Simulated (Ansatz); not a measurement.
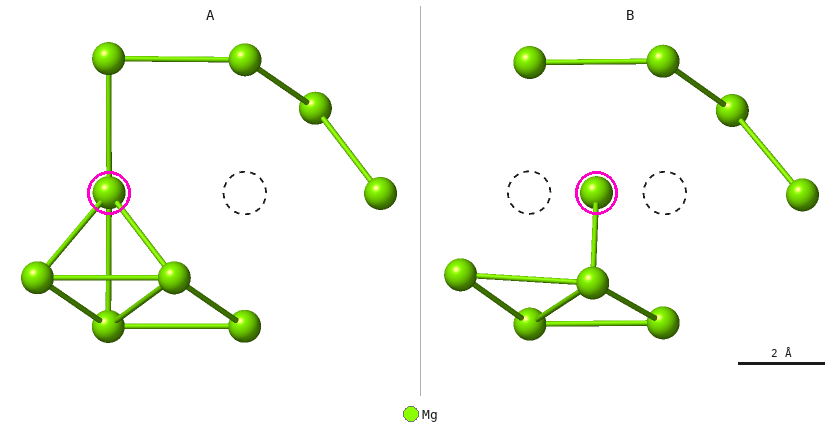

A vacancy jump of magnesium in Mg (Fm-3m phase), in a neutral cell with 19 atoms, whose images lie 8.5 Å apart. One frame is the relaxed vacancy; in the other the neighbouring Mg atom (ringed) was set half-way along its jump of 3.20 Å and all atoms were relaxed in the symmetry of that start. Dashed circles mark empty sites. The picture is a ball-and-stick view of the slice 3.8 Å thick through the jump, out to 4.8 Å from its middle, seen across the jump.

All numbers below come from Ansatz, DFT PBE, scalar-relativistic, plane waves, PAW. Settings: plane-wave cutoff 420 eV; k-point mesh 4 × 4 × 4; occupations gaussian; smearing width 0.1 eV; no spin polarisation; atoms relaxed in a fixed cell; force threshold 0.02 eV/Å.

What does the half-way point cost?

Answer. Frame B is the half-way start after relaxation. It lies 0.42 eV above the relaxed vacancy. The atom stays half-way, on the straight line. The symmetry of the start was kept and can hold it there, so for a path with one hump at the middle this is the barrier or an upper bound to it. There it has 4 Mg as nearest neighbours, the closest at 2.92 Å. Both cells are metallic on the mesh.

Limits of the set-up: the periodic images lie only 8.5 Å apart, so the values are limited by the cell's size.
